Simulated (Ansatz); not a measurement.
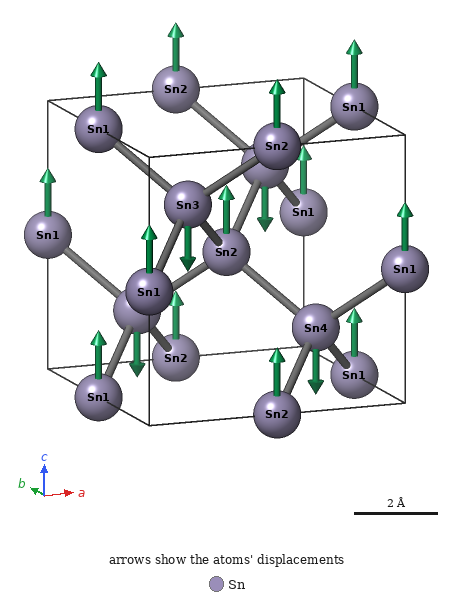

One vibrational mode of a crystal of Sn at the zone centre of a doubled cell. Displacements are drawn as green arrows; their common scale and sign are arbitrary. The picture is a ball-and-stick view of the conventional cell (2 times the calculation's cell), seen slightly off an axis. Lengths and directions refer to the drawn axes.

All numbers below come from DFT PBE, scalar-relativistic, plane waves, PAW (Ansatz). Settings: plane-wave cutoff 420 eV; k-point mesh 14 × 14 × 10; occupations gaussian; smearing width 0.15 eV; no spin polarisation.

What mode is this, and where does it lie in the spectrum?

Answer. This is a doubly degenerate mode (one member of the set is drawn) at 174 cm⁻¹, the highest level (the three translations aside). All motion is along c; atoms of one kind move against one another, with no net shift of their sublattice. It repeats in both halves of the doubled cell: it is a zone-centre mode of the crystal.
